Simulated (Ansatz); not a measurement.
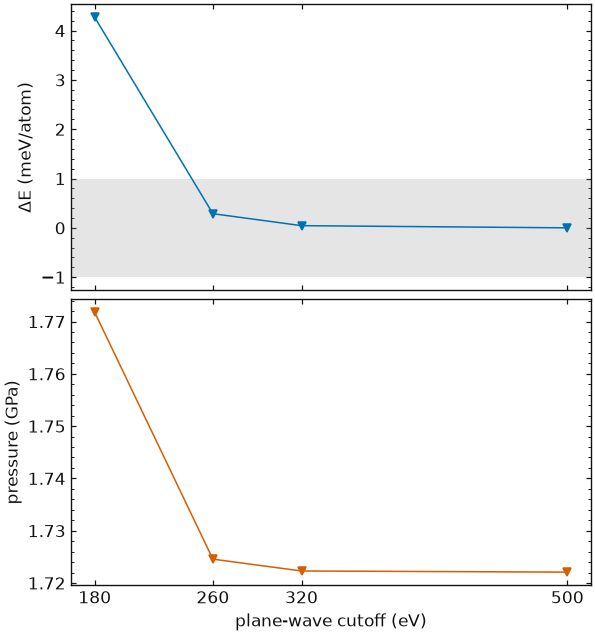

Scan of the plane-wave cutoff (density cutoff scaled with it).
NaF (Fm-3m, 2 atoms in the cell); DFT, PBE, all-electron LAPW, scalar-relativistic (Ansatz 0.2.0); 10×10×10 k-mesh, Fermi–Dirac smearing of 0.02 eV.
ΔE is the free energy less its value at the largest setting, 500 eV.
Dashed lines or grey bands mark the tolerance: 1 meV/atom.
The pressure holds the program's Pulay correction for the finite basis; without it, low cutoffs would be much further off.

> From which setting is the free energy converged to 1 meV/atom?

The free energy is within 1 meV/atom of the largest setting's value from 260 eV on. It is off by +4.3 meV/atom at 180 eV. The smaller bases give higher energies, which fall towards the limit as the basis grows.

> And the pressure, to 0.1 GPa?

The pressure is within 0.1 GPa of the largest setting's value at every setting shown, 180 eV included. The largest deviation is 0.05 GPa.
